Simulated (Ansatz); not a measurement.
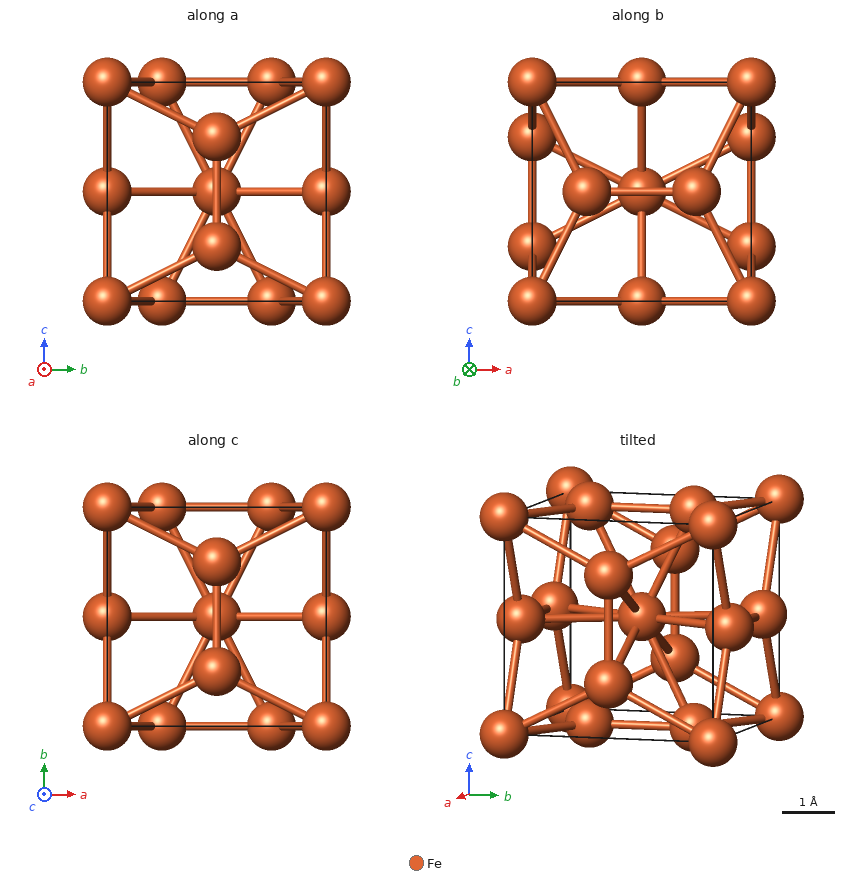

The structure above is drawn in ball-and-stick style and viewed along the a axis, along the b axis, along the c axis and slightly off an axis. Thin lines show the conventional unit cell, with boundary atoms drawn in all their periodic places.

Lattice parameters: a = 4.281 Å, b = 4.281 Å, c = 4.281 Å, α = 90.00°, β = 90.00°, γ = 90.00°.

Question: Convert the drawing into a table of Wyckoff sites.

Answer: Space group Pm-3n (No. 223).
| atom | site | x | y | z |
| --- | --- | --- | --- | --- |
| Fe | 2a | 0.0000 | 0.0000 | 0.0000 |
| Fe | 6c | 0.2500 | 0.0000 | 0.5000 |

It goes back to a structure type filled with this element by a generator (whether the element takes this form wasn't checked). It is drawn as it came out of a relaxation with Ansatz 0.2.0, DFT, LDA (PW92), plane waves (420 eV) with PAW, scalar-relativistic.
